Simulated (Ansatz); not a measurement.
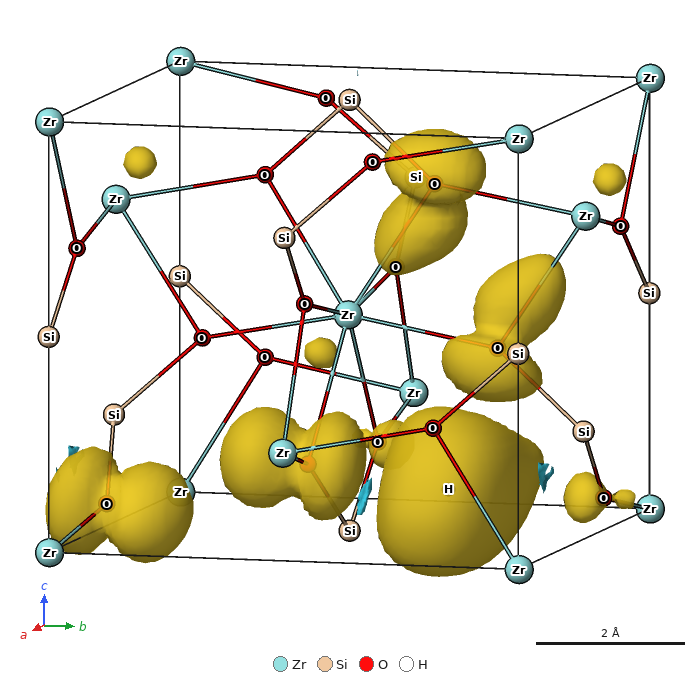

Figure. Zr$_{4}$Si$_{4}$HO$_{16}$ (cell with a defect). Isosurfaces of the spin density (up minus down) at +0.008 (yellow) and −0.008 e/Å³ (cyan), seen slightly off an axis. Sticks mark near contacts.

PAW files of the earlier set (soft_1); spin-polarised.

Level of theory: DFT PBE-D3(BJ), scalar-relativistic, plane waves, PAW in Ansatz.

In a PAW calculation such maps are meaningful between the atoms, not at the nuclei.

**Which atoms carry the moments, and with what signs?**

The spin density sits on H: +0.5 μB in one cell of 25 atoms, with smaller moments on other sites: O (up to +0.09 μB): with much of the spin spread outside that site. The cell of the calculation (25 atoms) carries 1.0 μB of net spin moment.
